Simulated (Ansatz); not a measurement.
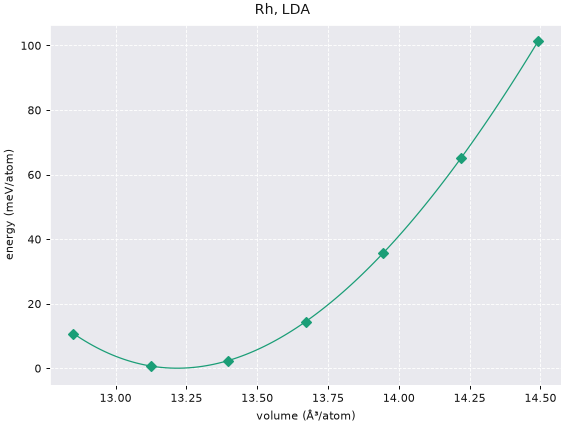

Plotted: energy against volume for Rh, space group Fm-3m (No. 225).

The given structure:
```cif
data_structure
_symmetry_space_group_name_H-M 'P 1'
_symmetry_Int_Tables_number 1
_cell_length_a 2.6840
_cell_length_b 2.6840
_cell_length_c 2.6840
_cell_angle_alpha 60.000
_cell_angle_beta 60.000
_cell_angle_gamma 60.000
_cell_volume 13.67
loop_
_atom_site_label
_atom_site_type_symbol
_atom_site_fract_x
_atom_site_fract_y
_atom_site_fract_z
_atom_site_occupancy
Rh1 Rh 0.00000 0.00000 0.00000 1
```

Method: all-electron LAPW DFT, no spin polarisation; energies at scaled volumes of the given cell, shape and fractions fixed, counted from the fit's minimum, third-order Birch-Murnaghan fit (Ansatz 0.2.0). Level: LDA.

k mesh 12×12×12; occupations Fermi–Dirac; smearing width 0.05 eV; potentials all electron LAPW, scalar relativistic; program settings basis error eV/atom 0.001.

From this curve and the settings, what does the calculation give for the pressure at the same points?

The pressure falls from 9.63 GPa at volume 12.85 Å³/atom to −23.20 GPa at 14.49 Å³/atom, and changes sign near 13.22 Å³/atom.

| volume (Å³/atom) | pressure (GPa) |
| --- | --- |
| 12.85 | 9.63 |
| 13.12 | 2.29 |
| 13.40 | −4.18 |
| 13.67 | −9.88 |
| 13.94 | −14.90 |
| 14.22 | −19.32 |
| 14.49 | −23.20 |
